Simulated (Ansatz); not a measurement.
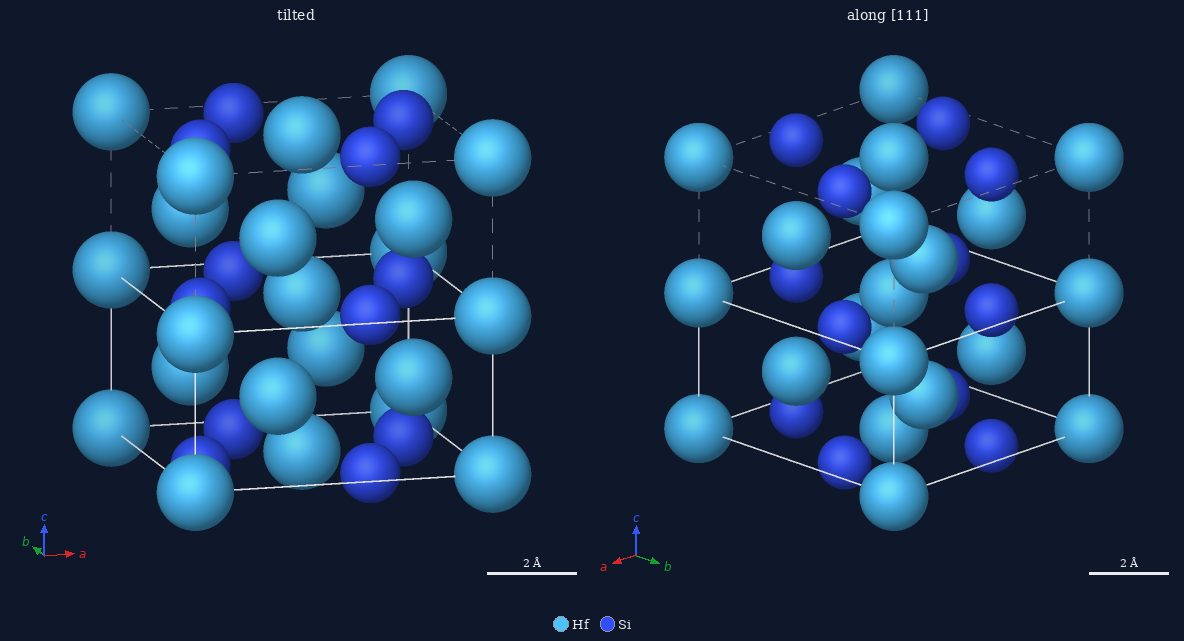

Spheres-only drawing of the structure, looking slightly off an axis and along [111]. A block of 1×1×2 cells is shown, with one conventional unit cell in solid outline.

In words:

- Formula: Hf₃Si₂.
- It belongs to space group P4/mbm (No. 127) and has a primitive tetragonal lattice.
- Counting shared atoms by their share gives 6 Hf, 4 Si, or 10 atoms.

Starting structure: a structure listed in the Materials Project. Earlier steps of the study, as a rule a relaxation of our own, may have changed the cell and positions, so they can lie some per cent off the listed ones. Ansatz was used for an electronic-structure calculation on it.

At this level of theory the run's own cell isn't at rest (stretched, at -6 GPa), so its distances can differ from those at equilibrium, the more so the softer the solid.
